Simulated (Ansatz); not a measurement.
**Geometry relaxation of TiO (part 2 of 2)**

The same run, continued: TiO (4 atoms in the cell); DFT r2SCAN, scalar-relativistic, plane waves, PAW, no spin polarisation (Ansatz 0.2.0); cutoff 500 eV, 18×18×8 k-mesh, Gaussian smearing of 0.1 eV. The structure was made by swapping elements on the sites of another compound; it need not be a known phase. It belongs to a series of runs on one base structure; here: Se -> O on all its sites, cell and atoms relaxed.

Geometry of the input (Å; fractional positions):
```
2.7668  0.0000  0.0000
-1.3834  2.3961  0.0000
0.0000  0.0000  5.7394
Ti 0.0000  0.0000  0.0000
Ti 0.0000  0.0000  0.5000
O  0.3333  0.6667  0.2500
O  0.6667  0.3333  0.7500
```

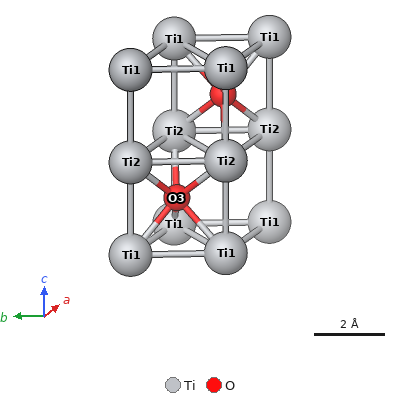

*The geometry at step 2 of the log (ball-and-stick view of the cell of the calculation, seen at an oblique angle; atoms are numbered from 1 in the order of the input).*

The program's output, continued
```
SCF iter   1: F=—  HF=-6150.995277 eV  |F-HF|=—  |Δ(HF+E_count)|=         —  Δρ=5.14e-4  dr2=9.15e-5  dr2_τ=1.18e-4  ethr=2.34e-7  ⟨swp⟩=2.1  Hψ=24709  notcnv=0
preconditioner: auto → Kerker (q_TF=auto, 2.703 Å⁻¹)  [metal: Δε(μ)=0.018 eV  Ē_g=10.538 eV  σ=0.100 eV  W_gap=0.10  n_scr=10 (ndim 8)  ℏωp=26.9 eV  f_vac=0.000  D(μ)=1.50/eV (n_scr^D=10)]
SCF iter   2: F=—  HF=-6150.995323 eV  |F-HF|=—  |Δ(HF+E_count)|=   4.67e-5  Δρ=2.38e-4  dr2=2.21e-5  dr2_τ=9.67e-7  ethr=2.34e-7  ⟨swp⟩=2.2  Hψ=6889  notcnv=0
SCF iter   3: F=—  HF=-6150.995324 eV  |F-HF|=—  |Δ(HF+E_count)|=   1.04e-6  Δρ=9.48e-5  dr2=4.30e-6  dr2_τ=1.66e-7  ethr=6.13e-8  ⟨swp⟩=1.8  Hψ=6199  notcnv=0
SCF iter   4: F=—  HF=-6150.995324 eV  |F-HF|=—  |Δ(HF+E_count)|=   2.55e-7  Δρ=3.05e-5  dr2=4.21e-7  dr2_τ=2.54e-8  ethr=1.19e-8  ⟨swp⟩=2.8  Hψ=6965  notcnv=0
SCF iter   5: F=-6150.995324 eV  HF=-6150.995324 eV  |F-HF|=1.88e-8  |Δ(HF+E_count)|=   3.73e-8  Δρ=1.59e-5  dr2=5.39e-8  dr2_τ=1.17e-8  ethr=1.11e-9  ⟨swp⟩=9.4  Hψ=25779  notcnv=0
SCF 3 converged in 5 iterations: F = -6150.995324 eV  dr2 = 5.39e-8
relax step   3: F+E_penalty+E_count = -6150.99532414 eV  Δ(F+E_penalty+E_count) = -1.985e-4 eV  max|allowed force component| = 1.064e-16 eV/Å  Δτ_max = 0.0000 Å  P = +0.092 GPa  Ω = 38.057 Å³  energy of the carried Pulay correction = -1.851e-5 eV  (5 SCF iters, dr2 threshold 4.00e-7 eV, accepted)
Crystal: 4 atoms, lattice volume = 38.071 Å³
iter 1 solved again at ethr=1.01e-9 eV; its pass at ethr=3.10e-3 eV (dr2=3.62e-7 eV) is discarded
SCF iter   1: F=—  HF=-6150.995309 eV  |F-HF|=—  |Δ(HF+E_count)|=         —  Δρ=2.86e-5  dr2=2.39e-7  dr2_τ=4.24e-6  ethr=1.01e-9  ⟨swp⟩=2.1  Hψ=25092  notcnv=0
preconditioner: auto → Kerker (q_TF=auto, 2.703 Å⁻¹)  [metal: Δε(μ)=0.020 eV  Ē_g=10.537 eV  σ=0.100 eV  W_gap=0.11  n_scr=10 (ndim 8)  ℏωp=26.9 eV  f_vac=0.000  D(μ)=1.50/eV (n_scr^D=10)]
SCF iter   2: F=—  HF=-6150.995314 eV  |F-HF|=—  |Δ(HF+E_count)|=   5.06e-6  Δρ=2.43e-5  dr2=1.73e-7  dr2_τ=9.90e-9  ethr=6.64e-10  ⟨swp⟩=2.0  Hψ=7411  notcnv=0
SCF iter   3: F=—  HF=-6150.995314 eV  |F-HF|=—  |Δ(HF+E_count)|=   3.68e-9  Δρ=1.02e-5  dr2=4.18e-8  dr2_τ=6.25e-9  ethr=4.81e-10  ⟨swp⟩=2.0  Hψ=5918  notcnv=0
SCF iter   4: F=-6150.995314 eV  HF=-6150.995314 eV  |F-HF|=3.19e-9  |Δ(HF+E_count)|=   2.53e-9  Δρ=5.57e-6  dr2=9.58e-9  dr2_τ=5.17e-10  ethr=7.77e-11  ⟨swp⟩=7.3  Hψ=21279  notcnv=0
SCF 4 converged in 4 iterations: F = -6150.995314 eV  dr2 = 9.58e-9
relax step   4: F+E_penalty+E_count = -6150.99531443 eV  Δ(F+E_penalty+E_count) = +9.707e-6 eV  max|allowed force component| = 1.388e-16 eV/Å  Δτ_max = 0.0000 Å  P = -0.002 GPa  Ω = 38.071 Å³  energy of the carried Pulay correction = -3.225e-5 eV  (4 SCF iters, dr2 threshold 2.80e-8 eV, accepted)
Initial wavefunctions: pseudopotential atomic-orbital guess (no wavefunctions were taken with the density)
iter 1 solved again at ethr=6.74e-9 eV; its pass at ethr=3.10e-3 eV (dr2=2.43e-6 eV) is discarded
SCF iter   1: F=—  HF=-6150.995339 eV  |F-HF|=—  |Δ(HF+E_count)|=         —  Δρ=2.62e-5  dr2=1.90e-8  dr2_τ=4.81e-8  ethr=6.74e-9  ⟨swp⟩=4.0  Hψ=28741  notcnv=0
SCF iter   2: F=—  HF=-6150.995340 eV  |F-HF|=—  |Δ(HF+E_count)|=   3.36e-7  Δρ=1.35e-5  dr2=5.49e-9  dr2_τ=2.69e-8  ethr=5.26e-11  ⟨swp⟩=2.0  Hψ=5833  notcnv=0
SCF iter   3: F=—  HF=-6150.995340 eV  |F-HF|=—  |Δ(HF+E_count)|=   2.50e-7  Δρ=1.43e-6  dr2=6.28e-10  dr2_τ=1.36e-10  ethr=1.52e-11  ⟨swp⟩=2.0  Hψ=6807  notcnv=0
SCF iter   4: F=-6150.995340 eV  HF=-6150.995340 eV  |F-HF|=2.68e-10  |Δ(HF+E_count)|=  5.41e-10  Δρ=7.16e-7  dr2=1.27e-10  dr2_τ=3.65e-11  ethr=1.00e-12  ⟨swp⟩=6.3  Hψ=18117  notcnv=0
SCF 5 converged in 4 iterations: F = -6150.995340 eV  dr2 = 1.27e-10
relax step   5: F+E_penalty+E_count = -6150.99533985 eV  Δ(F+E_penalty+E_count) = -2.542e-5 eV  max|allowed force component| = 1.989e-16 eV/Å  Δτ_max = 0.0000 Å  P = -0.002 GPa  Ω = 38.071 Å³  stress off target by 2.96e-3 GPa  SCF on the basis re-selected at this cell (its energy is not comparable with the rows above)  (4 SCF iters)
basis re-selected at this cell: Δ(F+E_penalty+E_count) = -2.542e-5 eV, ΔP = -0.000 GPa vs the last step (what re-selecting the basis moved, of the pressure what is left beyond the Pulay correction that the steps carried, after the strain that the cell walked since its last selection, with what the two solves' SCF thresholds leave and, on support functions, any second-order correction that the steps lacked; it is no measure of the basis error at this ecutwfc). This SCF's stress stands 2.96e-3 GPa from its target on what of the cell is left free (relax.cell.stress_tol is 1.00e-1 GPa) and its largest allowed force component is 1.99e-16 eV/Å (relax.f_tol is 1.00e-2 eV/Å): within both
SCF converged after 4 iterations
Free energy (F): -6150.995340 eV
Harris-Foulkes:  -6150.995340 eV  (|F-HF|=2.68e-10)
Internal energy: -6150.987819 eV  (E = F + TS)
E sigma→0 (E₀):  -6150.991579 eV
Entropy (-TS):   -0.007521 eV (-1.880 meV/atom)
Fermi energy:    17.276617 eV
--- Per-component energies (eV) ---
  E_band       = -216.282073
  E_kinetic    = 909.582112
  E_local      = -1777.861140  (includes V_loc(G=0)·N_el)
  E_nonlocal   = 112.122962
  E_hartree    = 714.054201
  E_xc         = -336.630254
  E_vxc        = -482.137481  (∫ρ·V_xc dr)
  E_paw        = -2435.854925  (= ΣΔE_a)
  E_vpaw       = -437.751038  (= ΣTr[D̂ρ^β])
  E_aug_tail   = 0.002340  (compensation charges beyond the density's cutoff)
  E_vtau       = 31.651709  (kinetic-family band-sum trace: ∫τ·v_τ [+ j·A + Jᵃ·Aᵃ] dr)
  E_ewald      = -3335.832319
  E_core_change = -0.570796  (= ΣΔE_core)
  E_smearing   = -0.007521  (= −TS)
  E_closure    = -0.000000  (closes the sum)
  Σ components = -6150.995340   (vs F -6150.995340, Δ=0.00e0)
--- Forces (eV/Å), atoms counted from 1 ---
  atom   1  Ti    -0.00000000    -0.00000000    -0.00000000
  atom   2  Ti     0.00000000    -0.00000000     0.00000000
  atom   3  O     -0.00000000     0.00000000     0.00000000
  atom   4  O      0.00000000    -0.00000000    -0.00000000
  max |Σ_I F_I| component: 5.55e-17 eV/Å
--- Stress (GPa, compression-positive) ---
       -0.002964       0.000000       0.000000
        0.000000      -0.002964      -0.000000
        0.000000      -0.000000      -0.001018
  P = ⅓ Tr σ = -0.0023 GPa (-0.023 kbar)
--- Band table (eV; the first three rows and the last of 185) ---
  k-point 0: bands = ["-42.6443", "-42.5863", "-18.3791", "-17.7311", "-17.4060", "-17.4060", "-17.3644", "-17.3644", "-5.7439", "-4.5821", "7.8136", "11.2070", "11.3320", "11.3320", "12.7198", "12.7198", "14.2705", "17.4637", "17.4637", "17.9217", "17.9217", "18.0376"]
  k-point 1: bands = ["-42.6421", "-42.5885", "-18.3558", "-17.7573", "-17.4045", "-17.4045", "-17.3660", "-17.3660", "-5.7008", "-4.6282", "7.9095", "10.9851", "11.3731", "11.3731", "12.6481", "12.6481", "14.4818", "17.5339", "17.5339", "17.8970", "17.9373", "17.9373"]
  k-point 2: bands = ["-42.6359", "-42.5948", "-18.2890", "-17.8311", "-17.4000", "-17.4000", "-17.3705", "-17.3705", "-5.5777", "-4.7580", "8.1883", "10.4571", "11.4936", "11.4936", "12.4568", "12.4568", "14.9894", "17.5079", "17.7058", "17.7058", "17.9757", "17.9757"]
  k-point 184: bands = ["-42.4342", "-42.4342", "-18.0555", "-18.0555", "-18.0146", "-18.0146", "-17.7805", "-17.7805", "-4.3687", "-4.3687", "8.9919", "8.9919", "9.8836", "9.8836", "10.0048", "10.0048", "17.1211", "17.1211", "18.7276", "18.7276", "19.4145", "19.4145"]
--- Relaxed structure (4 steps of the walk, 4 accepted, 1 SCFs on fresh bases) ---
  F+E_penalty+E_count = -6150.99533985 eV   max|allowed force component| = 1.989e-16 eV/Å   (the final SCF, on the basis selected at the relaxed cell)
  cell:  # Å, volume = 38.0715 Å³
    - [2.7630822001448965, -2.8828663703762327e-11, 0.0]
    - [-1.3815411000474818, 2.3928993780844934, 0.0]
    - [0.0, 0.0, 5.758128255779901]
  atoms:
    - { symbol: Ti, position: [2.0081827799942112e-35, -2.6164294058873573e-36, -1.4200217539186531e-36] }
    - { symbol: Ti, position: [2.574431664582611e-35, 7.326002340264542e-37, 0.5000000000000001] }
    - { symbol: O, position: [0.33333333333333326, 0.6666666666666666, 0.25000000000000006] }
    - { symbol: O, position: [0.6666666666666666, 0.33333333333333337, 0.7500000000000001] }
```

Trajectory as extended XYZ (Å, eV, eV/Å), 5 frames, from step=1 to step=5
```
4
Lattice="2.7668 0.0000 0.0000 -1.3834 2.3961 0.0000 0.0000 0.0000 5.7394" Properties=species:S:1:pos:R:3:forces:R:3 step=1 energy=-6150.99456 pressure_GPa=0.29
Ti    0.0000    0.0000    0.0000    0.0000   0.0000   0.0000
Ti    0.0000    0.0000    2.8697    0.0000   0.0000   0.0000
O     0.0000    1.5974    1.4349    0.0000   0.0000   0.0000
O     1.3834    0.7987    4.3046    0.0000   0.0000   0.0000
4
Lattice="2.7598 0.0000 0.0000 -1.3799 2.3900 0.0000 0.0000 0.0000 5.7650" Properties=species:S:1:pos:R:3:forces:R:3 step=2 energy=-6150.99513 pressure_GPa=0.22
Ti    0.0000    0.0000    0.0000    0.0000   0.0000   0.0000
Ti    0.0000    0.0000    2.8825    0.0000   0.0000   0.0000
O     0.0000    1.5933    1.4412    0.0000   0.0000   0.0000
O     1.3799    0.7967    4.3237    0.0000   0.0000   0.0000
4
Lattice="2.7627 0.0000 0.0000 -1.3814 2.3926 0.0000 0.0000 0.0000 5.7574" Properties=species:S:1:pos:R:3:forces:R:3 step=3 energy=-6150.99532 pressure_GPa=0.09
Ti    0.0000    0.0000    0.0000    0.0000   0.0000   0.0000
Ti    0.0000    0.0000    2.8787    0.0000   0.0000   0.0000
O     0.0000    1.5951    1.4393    0.0000   0.0000   0.0000
O     1.3814    0.7975    4.3180    0.0000   0.0000   0.0000
4
Lattice="2.7631 0.0000 0.0000 -1.3815 2.3929 0.0000 0.0000 0.0000 5.7581" Properties=species:S:1:pos:R:3:forces:R:3 step=4 energy=-6150.99531 pressure_GPa=-0.00
Ti    0.0000    0.0000    0.0000    0.0000   0.0000   0.0000
Ti    0.0000    0.0000    2.8791    0.0000   0.0000   0.0000
O     0.0000    1.5953    1.4395    0.0000   0.0000   0.0000
O     1.3815    0.7976    4.3186    0.0000   0.0000   0.0000
4
Lattice="2.7631 0.0000 0.0000 -1.3815 2.3929 0.0000 0.0000 0.0000 5.7581" Properties=species:S:1:pos:R:3:forces:R:3 step=5 energy=-6150.99534 pressure_GPa=-0.00
Ti    0.0000    0.0000    0.0000    0.0000   0.0000   0.0000
Ti    0.0000    0.0000    2.8791    0.0000   0.0000   0.0000
O     0.0000    1.5953    1.4395    0.0000   0.0000   0.0000
O     1.3815    0.7976    4.3186    0.0000   0.0000   0.0000
```

Key numbers

```tsv
quantity	value
outcome	converged
space group (tolerance 0.01 Å)	P6₃/mmc (194)
electrons treated	36
free energy	−6150.9953 eV
Fermi energy	17.277 eV
gap on the k-point mesh	none (metallic)
pressure	0.00 GPa
final volume	38.07 Å³
largest force (length of the vector) at the end	under 0.001 eV/Å
final cell	a = 2.763 Å, b = 2.763 Å, c = 5.758 Å, α = 90.00°, β = 90.00°, γ = 120.00°
hardware	1 thread of Arm Neoverse V1, 24 GiB of memory available, shared host
wall time	2 min
peak memory	0.56 GiB
```
